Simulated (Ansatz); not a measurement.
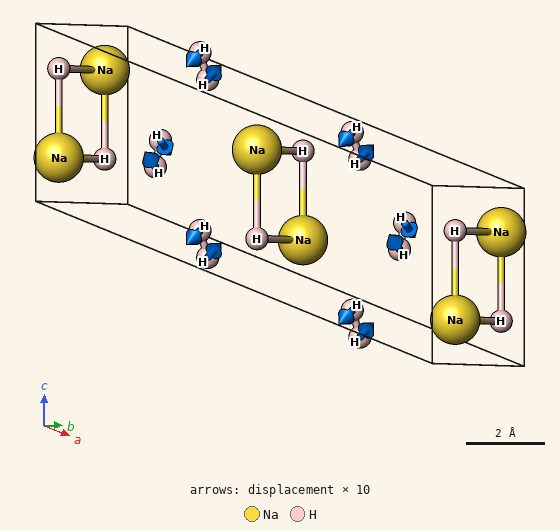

A relaxation of a crystal of NaH3 (a generated structure, set up in C2/c). The starting structure is drawn; blue arrows show the displacements (the part carried along by the change of the cell is left out), magnified 10 times.

A ball-and-stick model of the conventional cell (2 times the calculation's cell), seen from a free direction. Lengths and directions refer to the drawn axes.

The calculation used DFT PBE, scalar-relativistic, plane waves, PAW (Ansatz 0.2.0).

The input:
```yaml
crystal:
  lattice:
    - [6.355408034, -2.316254931, -9.8704e-06]
    - [6.355408034, 2.316254931, -9.8704e-06]
    - [-1.5623339526, 0.0, 4.3321864757]
  atoms:
    - { symbol: Na, position: [0.2498188967, 0.7501811033, 0.75] }
    - { symbol: Na, position: [0.7501811033, 0.2498188967, 0.25] }
    - { symbol: H, position: [0.533355744, 0.9633261421, 0.0729899682] }
    - { symbol: H, position: [0.7497685756, 0.2502314244, 0.75] }
    - { symbol: H, position: [0.0366738579, 0.466644256, 0.4270100318] }
    - { symbol: H, position: [0.9633261421, 0.533355744, 0.5729899682] }
    - { symbol: H, position: [0.466644256, 0.0366738579, 0.9270100318] }
    - { symbol: H, position: [0.2502314244, 0.7497685756, 0.25] }
basis:
  ecutwfc: 420
kpoints:
  mp_grid: { grid: [6, 6, 6] }
hamiltonian:
  xc: pbe
scf:
  occupations: { method: gaussian, width: 0.02 }
output:
  forces: true
  stress: true
  eigenvalues: true
relax:
  adjacent_minimum: "off"
  f_tol: 0.01
  max_steps: 30
  cell: { stress_tol: 0.1, fix: [volume] }
```

Command:
```bash
ansatz run input.yaml --threads 4 --pin off --max-ram 8192MiB --backend cpu --events-out ev --progress --plain --runs-dir out
```

Q: Which element moves most?

A: Hydrogen: up to 0.073 Å, against 0.000 Å for sodium.

Q: What happened in the run?

A: The energy falls by 0.6 meV per atom in 8 accepted moves (13 points after the start). Largest force component: 0.21 eV/Å at the start, 0.0047 eV/Å at the end. The pressure goes from −0.44 to −0.08 GPa. The line search rejected the trial steps at points 3, 7, 11 of the run. At 2 points the geometry stayed and the basis and grid were re-selected for the new cell (energy shift of less than 0.05 meV per atom at most each time). The largest moves relative to the cell, 0.073 Å, are those of H3, H5, H6 and H7. H7 goes along [0 3 2]. Na stays in place. The drawn cell changes at constant volume: a 12.711 → 12.868 Å (+1.2 %), b 4.633 → 4.585 Å (−1.0 %), c 4.605 → 4.579 Å (−0.6 %), β 109.8° → 109.2°. Near-neighbour distances that change, for instance: Na1–Na2 3.267 → 3.240 Å, Na1–H4 2.316 → 2.291 Å, Na1–H8 2.303 → 2.290 Å, H3–H7 0.760 → 0.753 Å. The space group stays C2/c (No. 15).
